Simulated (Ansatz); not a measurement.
## Ti₁₀O₁₃: band-structure calculation (part 1 of 2)

The run: band-structure calculation of Ti₁₀O₁₃ (C2/m, 23 atoms in the cell). Method and program: DFT r2SCAN, scalar-relativistic, plane waves, PAW, no spin polarisation (Ansatz 0.2.0).

The structure derives from a Materials Project entry.

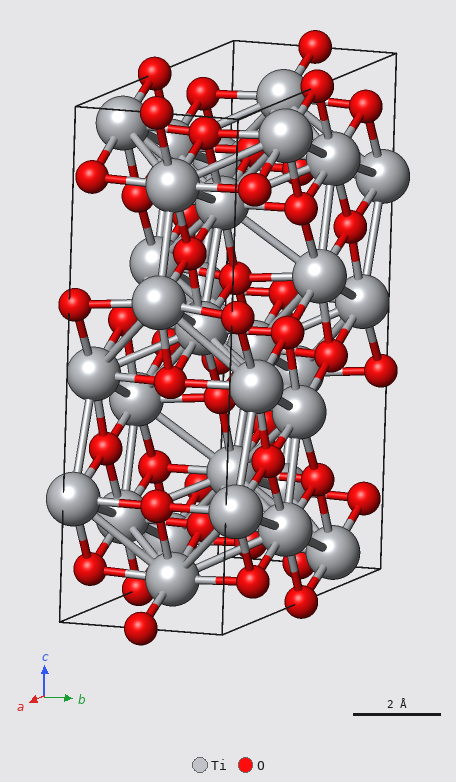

**Figure 1.** The structure (ball-and-stick view of the cell 2 times as large as that of the calculation, set on its symmetry axes, seen slightly off an axis). An atom can appear more than once, as a periodic image.

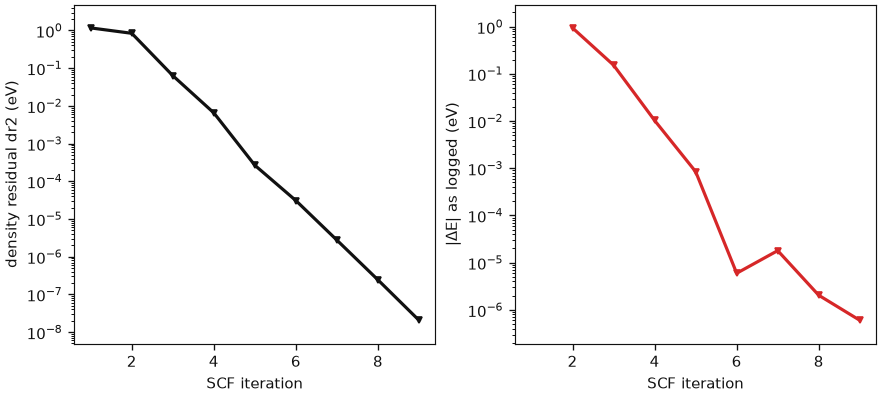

**Figure 2.** Convergence of the self-consistent field: density residual dr2 and size of the energy change against the SCF iteration. The residual falls at every step.

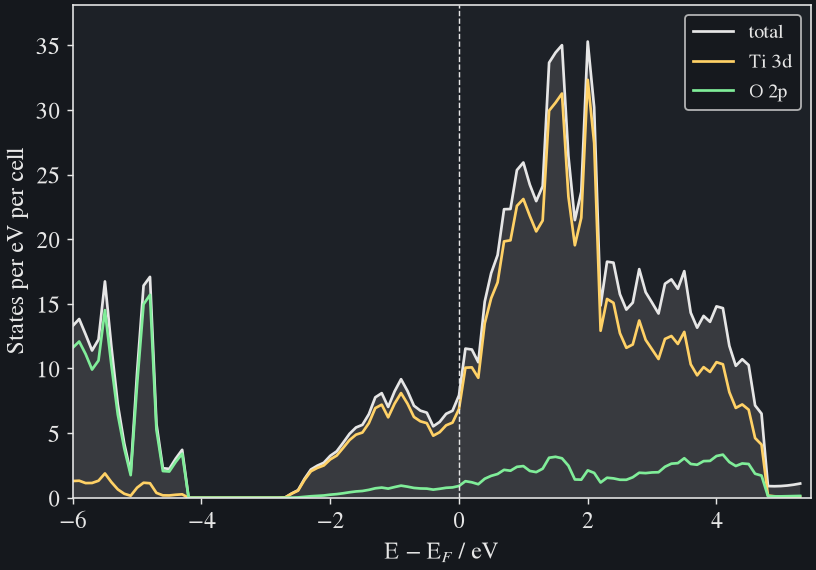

**Figure 3.** Density of states (projected on Löwdin-orthogonalised atomic shells), with energies from the Fermi level. There are states at the Fermi level: a metal at this level of theory.

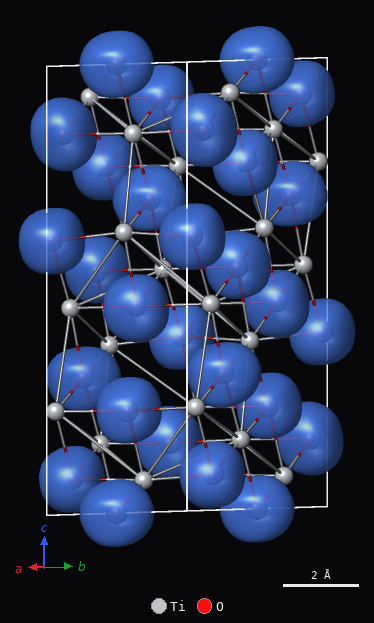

**Figure 4.** Isosurface of the electron localisation function at 0.6 (blue), seen along [110]. Core shells and regions of very low density are left out. Sticks mark near contacts. The outline is the cell set on symmetry axes. Profiles from the grid: Ti–O (2.00 Å): the ELF is about 0.15 at the midpoint (no shared pair; the contact is polar). Ti–Ti (2.70 Å): the ELF is about 0.20 at the midpoint (no localised pair between them). In a PAW calculation such maps are meaningful between the atoms, not at the nuclei.

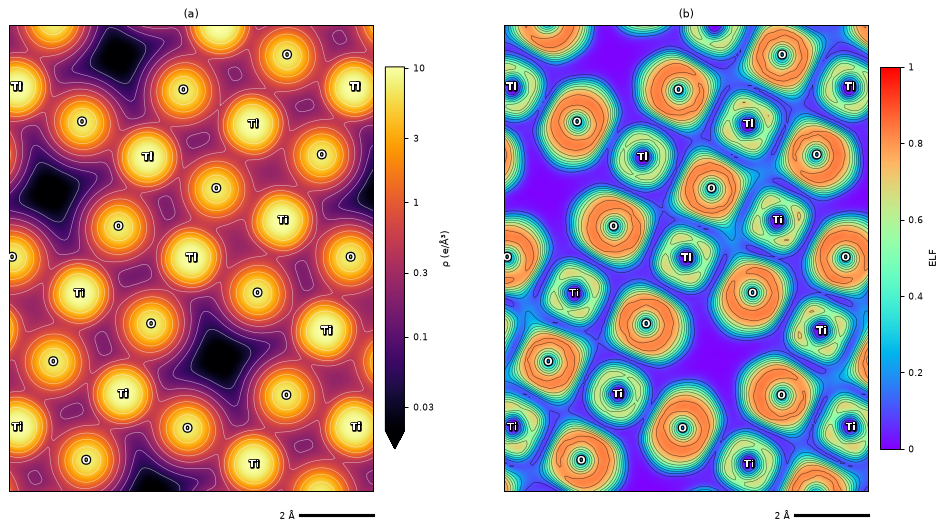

**Figure 5.** (a) valence charge density (pseudo); (b) ELF on the (010) plane of the conventional cell. Atoms in the plane: Ti and O. Ti–O (2.00 Å): the density is about 0.57 e/Å³ at the midpoint; the ELF is about 0.15 at the midpoint; a polar contact without a shared pair, in a metal. Ti–Ti (2.70 Å): ρ is about 0.26 e/Å³ halfway; the ELF is about 0.20 at the midpoint; no localised pair between them. Ti–O (2.05 Å): ρ is about 0.52 e/Å³ halfway; the ELF is about 0.15 at the midpoint (no shared pair; the contact is polar). Ti–O (2.09 Å): ρ is about 0.47 e/Å³ halfway; the ELF is about 0.15 at the midpoint (no shared pair; the contact is polar). Ti–O (2.15 Å): ρ at the midpoint is about 0.41 e/Å³; the ELF is about 0.10 at the midpoint; a polar contact without a shared pair, in a metal. Away from the nuclei the density in this plane falls to 0.01 e/Å³ at its lowest. The strong features right at Ti lie inside the PAW spheres (semicore, d or f shells) and say nothing about bonding.

These pictures come from the run below.

## Input file
```yaml
crystal:
  lattice:
    - [4.6249555939, -2.0597312703, -0.0048025085]
    - [4.6249555939, 2.0597312703, -0.0048025085]
    - [-0.9171838672, 0.0, 12.0287564936]
  atoms:
    - { symbol: Ti, position: [0.1696320599, 0.1696320599, 0.5403538667] }
    - { symbol: Ti, position: [0.448286562, 0.448286562, 0.6252537687] }
    - { symbol: Ti, position: [0.551713438, 0.551713438, 0.3747462313] }
    - { symbol: Ti, position: [0.8303679401, 0.8303679401, 0.4596461333] }
    - { symbol: Ti, position: [0.6167541089, 0.6167541089, 0.1556564799] }
    - { symbol: Ti, position: [0.9365000267, 0.9365000267, 0.2306348396] }
    - { symbol: Ti, position: [0.6921545275, 0.6921545275, 0.9286396525] }
    - { symbol: Ti, position: [0.3078454725, 0.3078454725, 0.0713603475] }
    - { symbol: Ti, position: [0.0634999733, 0.0634999733, 0.7693651604] }
    - { symbol: Ti, position: [0.3832458911, 0.3832458911, 0.8443435201] }
    - { symbol: O, position: [0.9629342403, 0.9629342403, 0.6107683205] }
    - { symbol: O, position: [0.2605438666, 0.2605438666, 0.6966884147] }
    - { symbol: O, position: [0.6415787518, 0.6415787518, 0.5405436323] }
    - { symbol: O, position: [0.0370657597, 0.0370657597, 0.3892316795] }
    - { symbol: O, position: [0.3584212482, 0.3584212482, 0.4594563677] }
    - { symbol: O, position: [0.7394561334, 0.7394561334, 0.3033115853] }
    - { symbol: O, position: [0.1208587926, 0.1208587926, 0.1519759545] }
    - { symbol: O, position: [0.4203220714, 0.4203220714, 0.2269056278] }
    - { symbol: O, position: [0.1857733625, 0.1857733625, 0.9206316273] }
    - { symbol: O, position: [0.5, 0.5, 0.0] }
    - { symbol: O, position: [0.8142266375, 0.8142266375, 0.0793683727] }
    - { symbol: O, position: [0.5796779286, 0.5796779286, 0.7730943722] }
    - { symbol: O, position: [0.8791412074, 0.8791412074, 0.8480240455] }
basis:
  ecutwfc: 500
kpoints:
  mp_grid: { grid: [10, 10, 4] }
  band_path:
    path:
      - [[0.0, 0.0, 0.0], [-0.29988069, 0.29988069, 0.0]]
      - [[-0.70011931, -0.29988069, 0.0], [-0.5, -0.5, 0.0], [0.0, 0.0, 0.0], [-0.5, -0.5, 0.5], [-0.70306673, -0.29693327, 0.5]]
      - [[-0.29693327, 0.29693327, 0.5], [0.0, 0.0, 0.5], [0.0, 0.0, 0.0]]
      - [[-0.5, 0.0, 0.5], [0.0, 0.0, 0.0], [-0.5, 0.0, 0.0]]
    npoints: 10
hamiltonian:
  xc: r2scan
scf:
  occupations: { method: gaussian, width: 0.1 }
  n_extra_bands: 57
output:
  forces: true
  stress: true
  eigenvalues: true
  populations: true
  dos: { projected: true, de: 0.02, nscf_kmesh: { grid: [15, 15, 6] } }
  bader: false
  write_density: true
  write_potential: true
  elf: true
  volumetric_format: npy
```

Command:
```bash
ansatz run input.yaml --threads 4 --pin off --max-ram 10240MiB --backend cpu --events-out ev --progress --plain --runs-dir out
```

## Output
```
scf.n_extra_bands = 57 over 99 filled bands (N_el = 198.0): the run solves 156 bands
Engine: ansatz 0.2.0, x86_64-unknown-linux-gnu
Pseudopotentials: kind: paw
Pseudopotential: Ti, paw, valence charge 12, recommended cutoff 500 eV (meta_gga), Ti.paw.azcp
Pseudopotential: O, paw, valence charge 6, recommended cutoff 500 eV (meta_gga), O.paw.azcp
Functional definition: r2SCAN
  parameter k0 = 0.174
  parameter k1 = 0.065
  parameter a1 = 4.9479
  exchange = r2scan_x(k0 = k0, k1 = k1, a1 = a1)
  correlation = r2scan_c
Crystal: 23 atoms, lattice volume = 229.158 Å³
Basis set: ecut = 500 eV, 5879 PW (Γ), exchange–correlation on 160×160×360 points (64 copies of the dense FFT grid, shifted against one another)
Bands: 156, of which v1, the nominal top of the filled ones, is band 99 counted from 1 (98 counted from 0)
Symmetry: 4 space group operations
Space group: C2/m (ITA 12), of the structure as read, at distance tolerance 6.1e-5 Å
k-points: 117 of 400
Non-local potential: Ti, projectors of the file, l = 0: 3, l = 1: 2, l = 2: 3, l = 3: 1
Non-local potential: O, projectors of the file, l = 0: 2, l = 1: 2, l = 2: 1
PAW form: soft (Blöchl's): semilocal exchange-correlation on the pseudo side does not see the compensation charge
PAW frozen core: Ti, regenerated for the run's functional (the file was generated under x = pbe(κ = 0.804, μ = 0.2195149727645171), c = pbe(β = 0.06672455060314922))
PAW frozen core: O, regenerated for the run's functional (the file was generated under x = pbe(κ = 0.804, μ = 0.2195149727645171), c = pbe(β = 0.06672455060314922))
PAW one-centre angular grid: Ti, 590 points (default); XC on 160 Gauss nodes
PAW one-centre angular grid: O, 302 points (default); XC on 160 Gauss nodes
Initial density: superposition of atomic densities (neutral atoms: chi_scale 0, normalization atom), corrected by the library's trained network
Initial wavefunctions: pseudopotential atomic-orbital guess
Functional: x = r2scan, c = r2scan; τ floored in thin density (d = 2e-4 eV/Å³)
SCF iter   1: F=—  HF=-32469.807223 eV  |F-HF|=—  |Δ(HF+E_count)|=         —  Δρ=2.22e-2  dr2=1.17e0  dr2_τ=1.27e0  ethr=1.77e-3  ⟨swp⟩=5.0  Hψ=71020  notcnv=0  defer=2081
preconditioner: auto → LDOS  [metal: Δε(μ)=0.002 eV  Ē_g=13.645 eV  σ=0.100 eV  W_gap=0.01  n_scr=72 (ndim 8)  ℏωp=26.6 eV  f_vac=0.025  D(μ)=6.95/eV (n_scr^D=50)  β→1.0]
SCF iter   2: F=—  HF=-32470.748329 eV  |F-HF|=—  |Δ(HF+E_count)|=   9.41e-1  Δρ=1.96e-2  dr2=8.42e-1  dr2_τ=1.14e-1  ethr=5.92e-4  ⟨swp⟩=2.3  Hψ=32557  notcnv=0  defer=5550
SCF iter   3: F=—  HF=-32470.595061 eV  |F-HF|=—  |Δ(HF+E_count)|=   1.53e-1  Δρ=5.32e-3  dr2=6.34e-2  dr2_τ=6.34e-3  ethr=4.25e-4  ⟨swp⟩=2.3  Hψ=19832  notcnv=0  defer=5550
SCF iter   4: F=—  HF=-32470.584759 eV  |F-HF|=—  |Δ(HF+E_count)|=   1.03e-2  Δρ=1.75e-3  dr2=6.53e-3  dr2_τ=1.01e-3  ethr=3.20e-5  ⟨swp⟩=2.0  Hψ=26308  notcnv=0  defer=5491
SCF iter   5: F=—  HF=-32470.583911 eV  |F-HF|=—  |Δ(HF+E_count)|=   8.48e-4  Δρ=3.98e-4  dr2=2.66e-4  dr2_τ=7.48e-5  ethr=3.30e-6  ⟨swp⟩=2.0  Hψ=18737  notcnv=0  defer=5491
SCF iter   6: F=—  HF=-32470.583917 eV  |F-HF|=—  |Δ(HF+E_count)|=   5.97e-6  Δρ=1.31e-4  dr2=3.08e-5  dr2_τ=2.07e-6  ethr=1.34e-7  ⟨swp⟩=2.0  Hψ=18647  notcnv=0  defer=5491
SCF iter   7: F=—  HF=-32470.583935 eV  |F-HF|=—  |Δ(HF+E_count)|=   1.80e-5  Δρ=3.94e-5  dr2=2.75e-6  dr2_τ=3.72e-7  ethr=1.56e-8  ⟨swp⟩=2.0  Hψ=19573  notcnv=0  defer=5491
SCF iter   8: F=—  HF=-32470.583937 eV  |F-HF|=—  |Δ(HF+E_count)|=   2.04e-6  Δρ=1.24e-5  dr2=2.43e-7  dr2_τ=3.18e-8  ethr=1.39e-9  ⟨swp⟩=2.0  Hψ=19573  notcnv=0  defer=5491
SCF iter   9: F=-32470.583938 eV  HF=-32470.583938 eV  |F-HF|=3.56e-8  |Δ(HF+E_count)|=   6.02e-7  Δρ=3.57e-6  dr2=2.06e-8  dr2_τ=2.03e-9  ethr=5.05e-11  ⟨swp⟩=16.2  Hψ=135285  notcnv=0
SCF 1 converged in 9 iterations: F = -32470.583938 eV  dr2 = 2.06e-8
  greatest PAW one-centre occupation: 1.003 electrons in one spin orbital (limit 2), on the Ti atom at site 2 (counted from 0), in its partial waves of l = 1
NSCF: frozen V_eff on 94 k-points
NSCF: frozen V_eff on 368 k-points
SCF converged after 9 iterations
Free energy (F): -32470.583938 eV
Harris-Foulkes:  -32470.583938 eV  (|F-HF|=3.56e-8)
Internal energy: -32470.546345 eV  (E = F + TS)
E sigma→0 (E₀):  -32470.565141 eV
Entropy (-TS):   -0.037592 eV (-1.634 meV/atom)
Fermi energy:    15.119280 eV
--- Per-component energies (eV) ---
  E_band       = -1498.267828
  E_kinetic    = 5060.822325
  E_local      = -11612.892568  (includes V_loc(G=0)·N_el)
  E_nonlocal   = 686.038247
  E_hartree    = 4598.999671
  E_xc         = -1902.368398
  E_vxc        = -2725.955750  (∫ρ·V_xc dr)
  E_paw        = -12649.526136  (= ΣΔE_a)
  E_vpaw       = -2282.772100  (= ΣTr[D̂ρ^β])
  E_aug_tail   = 0.014033  (compensation charges beyond the density's cutoff)
  E_vtau       = 178.478747  (kinetic-family band-sum trace: ∫τ·v_τ [+ j·A + Jᵃ·Aᵃ] dr)
  E_ewald      = -16648.683714
  E_core_change = -2.949803  (= ΣΔE_core)
  E_smearing   = -0.037592  (= −TS)
  E_closure    = 0.000000  (closes the sum)
  Σ components = -32470.583938   (vs F -32470.583938, Δ=0.00e0)
--- Forces (eV/Å), atoms counted from 1 ---
  atom   1  Ti     0.00082965     0.00000000    -0.00004716
  atom   2  Ti    -0.00031276     0.00000000    -0.00094789
  atom   3  Ti     0.00031276    -0.00000000     0.00094789
  atom   4  Ti    -0.00082965    -0.00000000     0.00004716
  atom   5  Ti    -0.00057813     0.00000000    -0.00018885
  atom   6  Ti     0.00073814    -0.00000000    -0.00005705
  atom   7  Ti     0.00022998    -0.00000000     0.00122622
  atom   8  Ti    -0.00022998     0.00000000    -0.00122622
  atom   9  Ti    -0.00073814     0.00000000     0.00005705
  atom  10  Ti     0.00057813    -0.00000000     0.00018885
  atom  11  O      0.00045214    -0.00000000     0.00064975
  atom  12  O      0.00006423     0.00000000     0.00005523
  atom  13  O     -0.00092777     0.00000000     0.00063812
  atom  14  O     -0.00045214     0.00000000    -0.00064975
  atom  15  O      0.00092777    -0.00000000    -0.00063812
  atom  16  O     -0.00006423    -0.00000000    -0.00005523
  atom  17  O      0.00016512    -0.00000000    -0.00034186
  atom  18  O     -0.00015688     0.00000000    -0.00048158
  atom  19  O      0.00025111     0.00000000    -0.00140576
  atom  20  O      0.00000000     0.00000000     0.00000000
  atom  21  O     -0.00025111    -0.00000000     0.00140576
  atom  22  O      0.00015688    -0.00000000     0.00048158
  atom  23  O     -0.00016512     0.00000000     0.00034186
  max |Σ_I F_I| component: 3.79e-19 eV/Å
```
